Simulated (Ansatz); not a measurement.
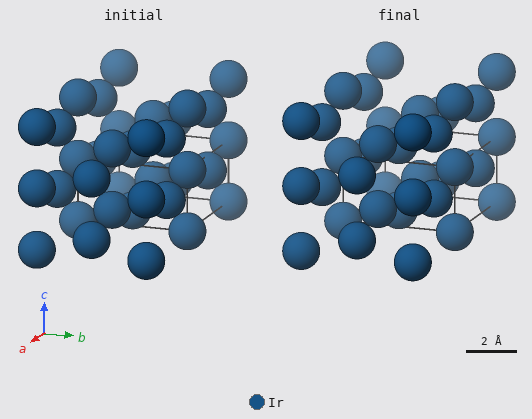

The structure of solid Ir (built on the beta-tin_141 type) (coarse preliminary run) before (left) and after (right) a relaxation, at one scale.

The picture is a spheres-only view of the conventional cell (2 times the calculation's cell), repeated 2 × 1 × 2 with one cell outlined, seen slightly off an axis. Lengths and directions refer to the drawn axes.

Case: beta-tin type (I4_1/amd, No. 141).

Computed with Ansatz 0.2.0, DFT PBE, scalar-relativistic, plane waves, PAW.

Input file:
```yaml
crystal:
  lattice:
    - [-2.3790015229, 2.3790015229, 1.2977892458]
    - [2.3790015229, -2.3790015229, 1.2977892458]
    - [2.3790015229, 2.3790015229, -1.2977892458]
  atoms:
    - { symbol: Ir, position: [0.0, 0.0, 0.0] }
    - { symbol: Ir, position: [0.75, 0.25, 0.5] }
basis:
  ecutwfc: 420
kpoints:
  mp_grid: { grid: [8, 8, 8] }
hamiltonian:
  xc: pbe
scf:
  occupations: { method: gaussian, width: 0.1 }
  lower_state_search: "off"
output:
  forces: true
  stress: true
  eigenvalues: true
relax:
  adjacent_minimum: "off"
  f_tol: 0.04
  max_steps: 70
  cell: { stress_tol: 0.4 }
```

Question: What changed between the two?

Answer: Over 4 accepted moves (5 points after the start) the energy falls by 157 meV per atom. All forces vanish by symmetry, so only the cell relaxes. The pressure goes from 33.82 to 0.00 GPa. At 1 point the geometry stayed and the basis and grid were re-selected for the new cell (energy shift of 0.6 meV per atom at most each time). No atom moves by more than 0.005 Å relative to the cell. The volume changes by +10.3 %, with a = b 4.758 → 4.857 Å (+2.1 %), c 2.596 → 2.748 Å (+5.9 %). Near-neighbour distances that change, for instance: Ir1–Ir1 2.596 → 2.748 Å, Ir1–Ir2 2.466 → 2.524 Å. The space group stays I4_1/amd (No. 141).
